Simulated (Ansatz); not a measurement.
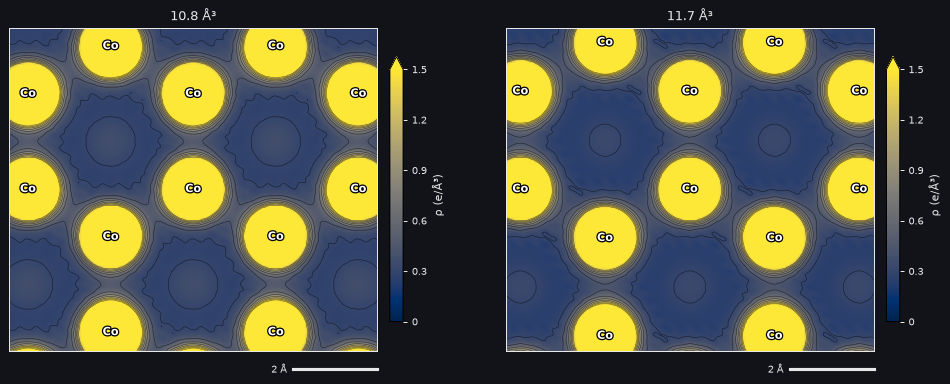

Co. The valence electron density of cells scaled evenly to different volumes (given per atom above each panel), on the (001) plane of each (indices in the axes of the cell below), at one length scale and on one colour scale.

A generated structure, not necessarily the stable one; spin-polarised.

Theory: DFT, r2SCAN, plane waves (500 eV) with PAW, scalar-relativistic (Ansatz 0.2.0).

The largest cell:

```xyz
3
Lattice="4.0413 0.0000 0.0000 -2.0207 3.4999 0.0000 0.0000 0.0000 2.4725" Properties=species:S:1:pos:R:3 pbc="T T T"
Co    0.0000    0.0000    0.0000
Co    0.0000    2.3333    1.2363
Co    2.0207    1.1666    1.2363
```

| volume (Å³/atom) | Co–Co contact in the plane (Å) | ρ at its midpoint (e/Å³) | pressure (GPa) | largest moment (μB) | 
| --- | --- | --- | --- | --- |
| 10.79 | 2.274 | 0.488 | 0.0 | 1.93 | 
| 11.23 | 2.304 | ? | ? | ? | 
| 11.66 | 2.333 | 0.436 | −13.8 | 2.00 | 

### Estimate the missing row, and compare with the calculation.

Over the known rows ln ρ falls by 1.91 per Å of Co–Co distance (the line through the two), which gives 0.461 e/Å³ at 2.304 Å; the calculation gives 0.462 e/Å³. For the pressure, a straight line in volume between the neighbouring rows gives −7.0 GPa; the calculation gives −7.6, lower because pressure rises ever faster on compression. For the largest moment, a straight line in volume between the neighbouring rows gives 1.97 μB; the calculation gives 1.97.
